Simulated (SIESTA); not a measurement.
**CdF2: 7 runs along one coordinate**

System: CdF2 (3 atoms in the cell).
Method: Kohn-Sham DFT of a periodic cell, PBEsol, PseudoDojo 0.4 standard, converted to PSML, no spin polarisation (SIESTA 5.4.2).

The 7 runs differ only in the geometry, by an even scaling of the cell at fixed fractional positions. The structure derives from an entry of the Crystallography Open Database.

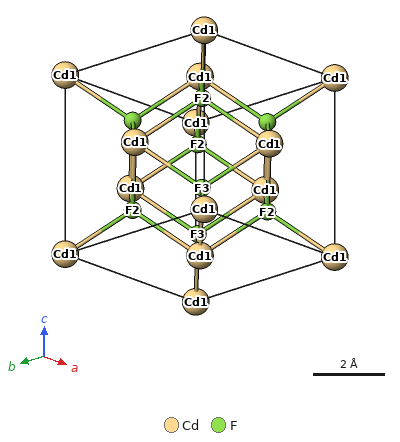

Figure 1. The structure of run 4 (ball-and-stick view of the cell 4 times as large as that of the calculation, set on its symmetry axes, seen at an oblique angle; atoms are numbered from 1 in the order of the input). An atom can appear more than once, as a periodic image.

## Input of run 4
```
SystemName                      CdF2
SystemLabel                     CdF2
NumberOfSpecies                 2
NumberOfAtoms                   3
%block ChemicalSpeciesLabel
  1  48 Cd
  2   9 F
%endblock ChemicalSpeciesLabel

LatticeConstant                 1.0 Ang
%block LatticeVectors
     0.0000000000     2.6940000000     2.6940000000
     2.6940000000     0.0000000000     2.6940000000
     2.6940000000     2.6940000000     0.0000000000
%endblock LatticeVectors
AtomicCoordinatesFormat         Fractional
%block AtomicCoordinatesAndAtomicSpecies
     0.0000000000     0.0000000000     0.0000000000  1  Cd
     0.7500000000     0.7500000000     0.7500000000  2  F
     0.2500000000     0.2500000000     0.2500000000  2  F
%endblock AtomicCoordinatesAndAtomicSpecies

%block kgrid.MonkhorstPack
    9   0   0  0.0
    0   9   0  0.0
    0   0   9  0.0
%endblock kgrid.MonkhorstPack
XC.Functional                   GGA
XC.Authors                      PBEsol
PAO.BasisSize                   DZP
PAO.EnergyShift                 0.003 Ry
Mesh.Cutoff                     800 Ry
OccupationFunction              FD
ElectronicTemperature           0.05 eV
MaxSCFIterations                120
SCF.MustConverge                false
SCF.Mixer.Method                Pulay
SCF.Mixer.Weight                0.25
SCF.Mixer.History               8
SCF.DM.Tolerance                5.0e-05
SCF.H.Tolerance                 1.0e-03 eV
WriteForces                     true
Charge.Mulliken                 end
%block PAO.Basis
  Cd 5
  n=4 0 2
    2.625 0.000
  n=5 0 2
    7.504 0.000
  n=4 1 2
    2.973 0.000
  n=5 1 1
    7.504
  n=4 2 2
    4.584 0.000
%endblock PAO.Basis
```

Command:
```bash
siesta < CdF2.fdf > CdF2.out 2>&1
```

Run 2 differs from it as follows:
```diff
-     0.0000000000     2.6940000000     2.6940000000
-     2.6940000000     0.0000000000     2.6940000000
-     2.6940000000     2.6940000000     0.0000000000
+     0.0000000000     2.6575901313     2.6575901313
+     2.6575901313     0.0000000000     2.6575901313
+     2.6575901313     2.6575901313     0.0000000000
```

## Results, with one run withheld

```tsv
run	volume per atom (Å³)	free energy per atom, from the lowest run given (meV)	pressure (GPa)	gap on the mesh (eV)
1	12.253	19.41	8.47	3.20
2	12.513	?	?	?
3	12.774	1.82	2.31	3.06
4	13.035	0.00	0.05	2.99
5	13.295	1.52	−1.95	2.93
6	13.556	6.44	−4.03	2.86
7	13.817	14.35	−5.67	2.80
```

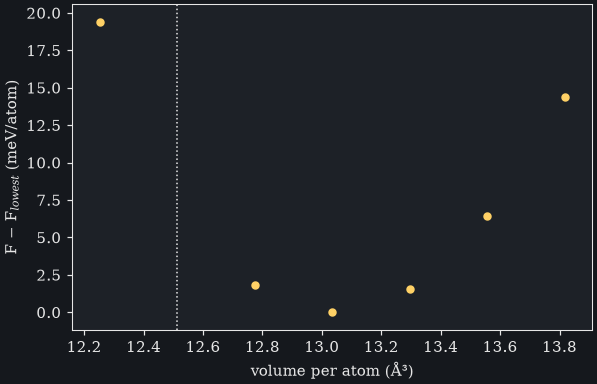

Figure 2. Free energy per atom of the runs given; the dotted line marks run 2.

Estimate the energy of run 2 from the others.

A cubic polynomial in V^(−2/3) (the Birch–Murnaghan form), fitted to the 6 runs given, misses them by at most 0.14 meV per atom. With x = V^(−2/3) − 0.17991 Å⁻², it reads F = −0.031407 − 370.09 x + 3.1864e+05 x² + 1.5083e+06 x³ (meV per atom). At run 2 it gives 8.24 meV per atom, and the run itself gives 8.05. The slope of the fit gives a pressure −dF/dV of 5.32 GPa there, and the run prints 5.46 GPa. The two needn't agree exactly: the fit is approximate, and the printed stress is taken on a finite basis. The fit has its minimum at 13.041 Å³ per atom, where V d²F/dV² gives 114 GPa: the bulk modulus at this level, since symmetry fixes the shape and the positions. The gap on the mesh goes, without turning, from 3.20 eV in run 1 to 2.80 eV in run 7; run 2 has 3.13 eV. These are gaps of this functional on this mesh, which can miss the band edges; they aren't the measured gap.

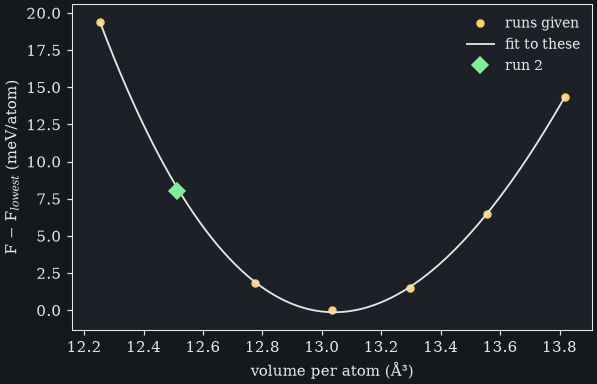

Figure 3. The fit and the withheld run.

## Some lines of the output (run 2)
```
[...]
outcell: Cell volume (Ang**3)        :     37.5400
stepf: Fermi-Dirac step function
siesta: Etot    =     -6102.977980
siesta: FreeEng =     -6102.977980
        iscf     Eharris(eV)        E_KS(eV)     FreeEng(eV)     dDmax    Ef(eV) dHmax(eV)
siesta: E_KS(eV) =            -6105.3482
siesta: E_KS - E_eggbox =     -6105.3482
siesta: Etot    =     -6105.348194
siesta: FreeEng =     -6105.348194
siesta:         Fermi =      -6.249978
siesta: Cell volume =         37.539977 Ang**3
    Orbital volume contribution        =           1.307163 eV
```

Notes: Points of doubt noted for this run: mulliken charges of long orbitals. With a small basis of atomic orbitals these values can differ much from converged plane-wave results.
